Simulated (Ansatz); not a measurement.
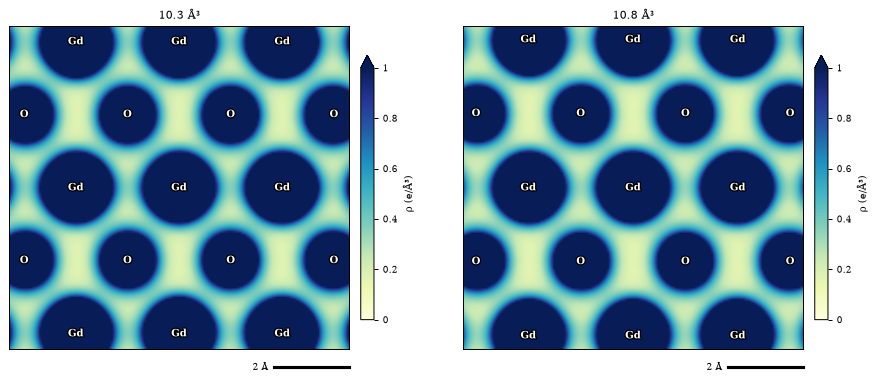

GdO. The valence charge density (pseudo) of cells scaled evenly to different volumes (given per atom above each panel), on the (101) plane of each (indices in the axes of the cell below), at one length scale and on one colour scale.

A generated structure, not necessarily the stable one; built by placing these elements on a known structure type; spin-polarised.

These are results of Ansatz, Kohn-Sham DFT of a periodic cell, PBE, Ansatz PAW, not measurements.

The largest cell:

```cif
data_structure
_symmetry_space_group_name_H-M 'P 1'
_symmetry_Int_Tables_number 1
_cell_length_a 2.7830
_cell_length_b 2.7830
_cell_length_c 2.7830
_cell_angle_alpha 90.000
_cell_angle_beta 90.000
_cell_angle_gamma 90.000
_cell_volume 21.55
loop_
_atom_site_label
_atom_site_type_symbol
_atom_site_fract_x
_atom_site_fract_y
_atom_site_fract_z
_atom_site_occupancy
Gd1 Gd 0.00000 0.00000 0.00000 1
O1 O 0.50000 0.50000 0.50000 1
```

| volume (Å³/atom) | Gd–O contact in the plane (Å) | ρ at its midpoint (e/Å³) | pressure (GPa) | largest moment (μB) | 
| --- | --- | --- | --- | --- |
| 10.34 | 2.377 | 0.415 | 70.9 | 6.70 | 
| 10.56 | 2.394 | ? | ? | ? | 
| 10.78 | 2.410 | 0.383 | 54.8 | 6.72 | 

What values belong in the row with question marks?

Over the known rows ln ρ falls by 2.43 per Å of Gd–O distance (the line through the two), which gives 0.398 e/Å³ at 2.394 Å; the calculation gives 0.399 e/Å³. For the pressure, a straight line in volume between the neighbouring rows gives 62.8 GPa; the calculation gives 62.4, lower because pressure rises ever faster on compression. For the largest moment, a straight line in volume between the neighbouring rows gives 6.71 μB; the calculation gives 6.71.
